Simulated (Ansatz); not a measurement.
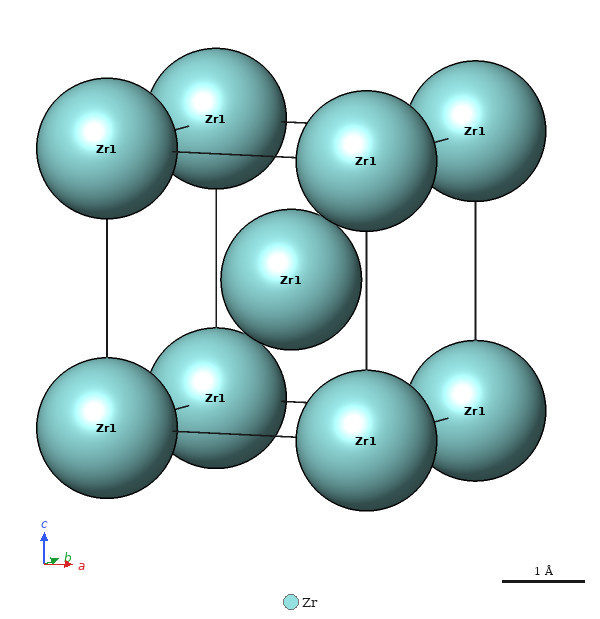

This is a symmetric starting cell of Zr (made from another compound by putting Zr in place of Ti). Style: spheres-only. Shown: the conventional cell (2 times the calculation's cell), slightly off an axis. Lengths and directions refer to the drawn axes.

Theory: DFT PBE, scalar-relativistic, plane waves, PAW in Ansatz. Settings: plane-wave cutoff 420 eV; k-point mesh 16 × 16 × 16; occupations gaussian; smearing width 0.1 eV; no spin polarisation.

The variant: All lengths are scaled by +4.7 % (volume +14.9 %), the atoms keeping their fractional coordinates. No relaxation follows. The starting cell wasn't computed here and needn't be at equilibrium, so pressure and forces aren't due to the change alone.

### What is the effect?

The pressure is −3.9 GPa (not all of it need come from the change, since the unchanged cell can be under pressure at this level too). All forces vanish by symmetry. Some distances before and after: Zr–Zr 3.467 → 3.631 Å, Zr–Zr 3.002 → 3.145 Å. The space group stays Im-3m (No. 229).

Drawn alike, the variant:

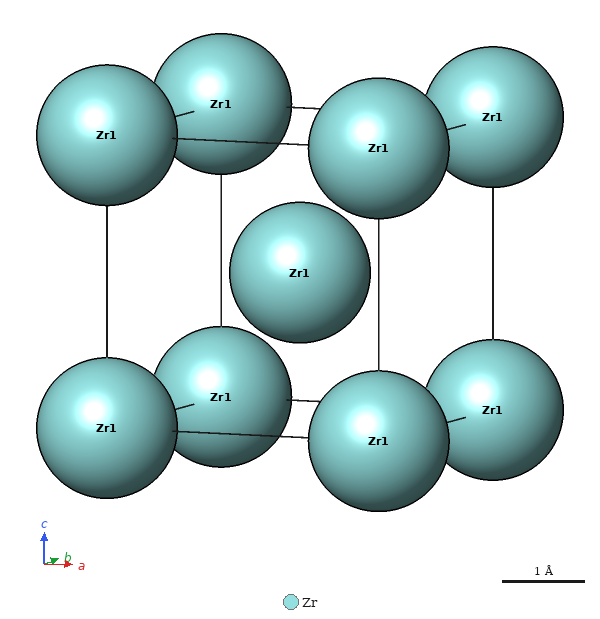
